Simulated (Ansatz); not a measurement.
# BAs: what the fields show

The calculation's input:

```
crystal:
  lattice:
    - [1.8576824029, -3.5345802968, 0.0]
    - [1.8576824029, 3.5345802968, 0.0]
    - [0.0, 0.0, 7.0950656664]
  atoms:
    - { symbol: B, position: [0.0, 0.5, 0.0] }
    - { symbol: B, position: [0.5, 0.0, 0.0] }
    - { symbol: As, position: [0.25, 0.75, 0.2414825182] }
    - { symbol: As, position: [0.75, 0.25, 0.7585174818] }
basis:
  ecutwfc: 420
kpoints:
  mp_grid: { grid: [14, 14, 8] }
  band_path:
    path:
      - [[0.0, 0.0, 0.0], [-0.5, 0.5, 0.0], [-0.31905693, 0.68094307, 0.0]]
      - [[0.31905693, 0.31905693, 0.0], [0.0, 0.0, 0.0], [0.0, 0.0, 0.5], [0.31905693, 0.31905693, 0.5]]
      - [[-0.31905693, 0.68094307, 0.5], [-0.5, 0.5, 0.5], [-0.5, 0.5, 0.0]]
      - [[0.0, 0.0, 0.0], [0.0, 0.5, 0.0], [0.0, 0.5, 0.5], [0.0, 0.0, 0.5], [-0.5, 0.5, 0.5]]
    npoints: 14
hamiltonian:
  xc: pbe
scf:
  occupations: { method: gaussian, width: 0.1 }
  n_extra_bands: 10
output:
  forces: true
  stress: true
  eigenvalues: true
  populations: true
  dos: { projected: true, de: 0.02, nscf_kmesh: { grid: [17, 17, 10] } }
  bader: true
  write_density: true
  write_potential: true
  elf: true
  volumetric_format: npy
```

Command:

```sh
ansatz run input.yaml --threads 1 --pin off --max-ram 2048MiB --backend cpu --events-out ev --progress --plain --runs-dir out
```

Below, planes, directions and counts refer to the conventional cell (a = 3.72 Å, b = 7.07 Å, c = 7.10 Å, α = 90.00°, β = 90.00°, γ = 90.00°).

Space group Cmme; a structure generated by program, which may or may not match a known phase.

These are results of DFT PBE, scalar-relativistic, plane waves, PAW (Ansatz), not measurements.

In a PAW calculation such maps are meaningful between the atoms, not at the nuclei.

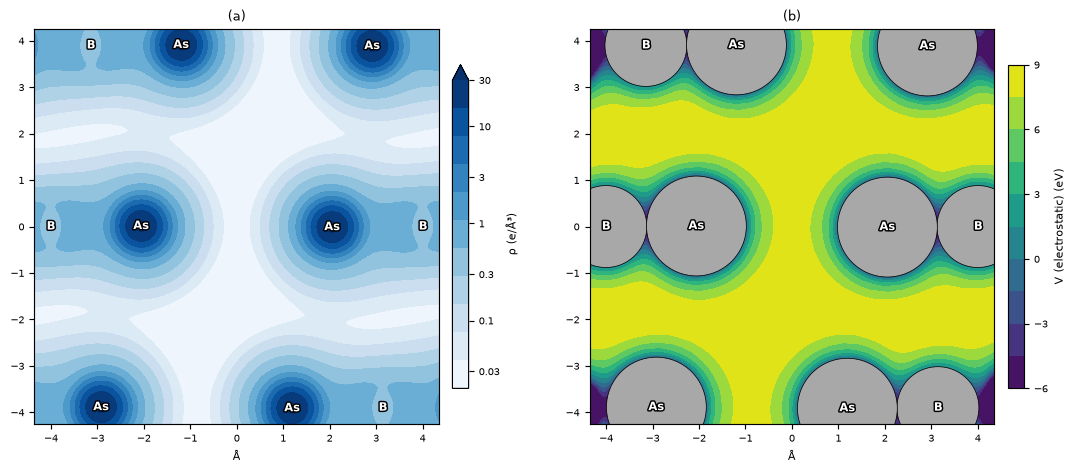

Figure 1. (a) valence pseudo-density; (b) electrostatic potential energy of an electron on the (111) plane of the conventional cell. Grey discs cover the atomic cores in the potential map.

**Describe what can be read from this map.**

- Atoms in the plane: B and As.
- B–As (1.95 Å): ρ at the midpoint is about 0.84 e/Å³.
- Between the atoms the lowest density in this plane is 0.007 e/Å³.
- Outside the cores the potential energy rises away from the atoms and is highest about 2.0 Å from the nearest atoms; its zero is arbitrary.

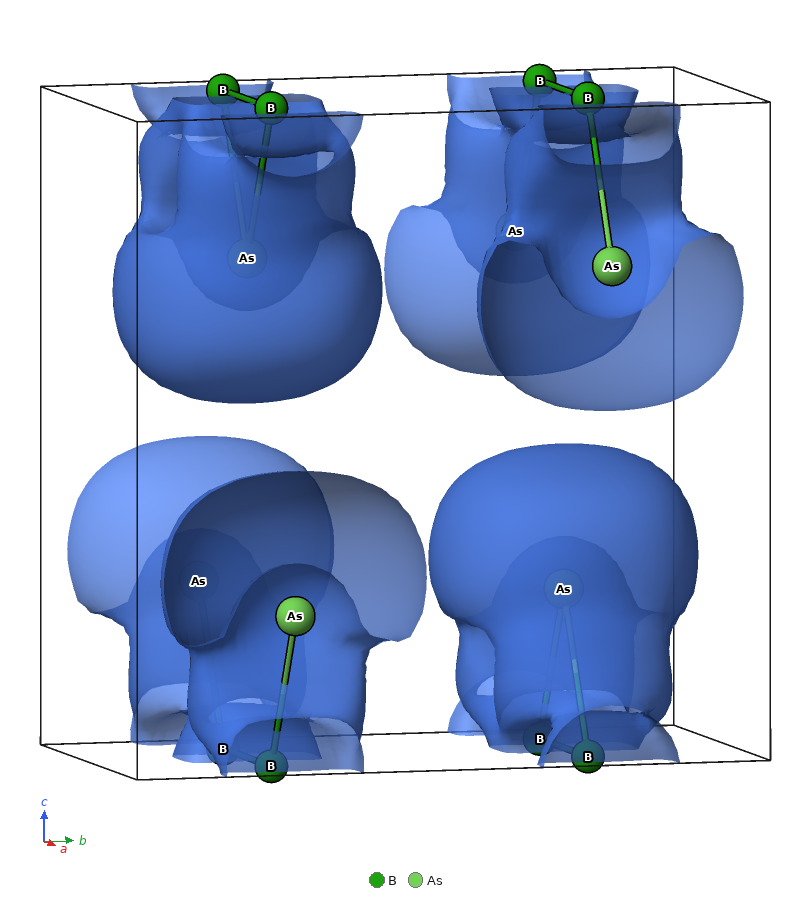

Figure 2. Isosurface of the electron localisation function at 0.6 (blue), seen slightly off an axis. Only the valence region is drawn (cores and ρ < 0.01 e/Å³ removed). Sticks mark near contacts.

**Where are the electrons localised?**

The surface consists of channels that run through the cell in one direction, counted in one cell of 8 atoms. Any copies at cell faces, edges or corners count once. Profiles from the grid: B–B (1.86 Å): the ELF peaks at about 0.80 between the atoms. B–As (1.95 Å): the ELF peaks at about 0.80 between the atoms.

**Does the calculation make it a metal, or give it a gap?**

It is gapless in this calculation (a metal or semimetal).

**Which way does charge flow, and how much by Bader's partition?**

Electrons move from As towards B. Bader charges: B −0.09 and As +0.09 e.
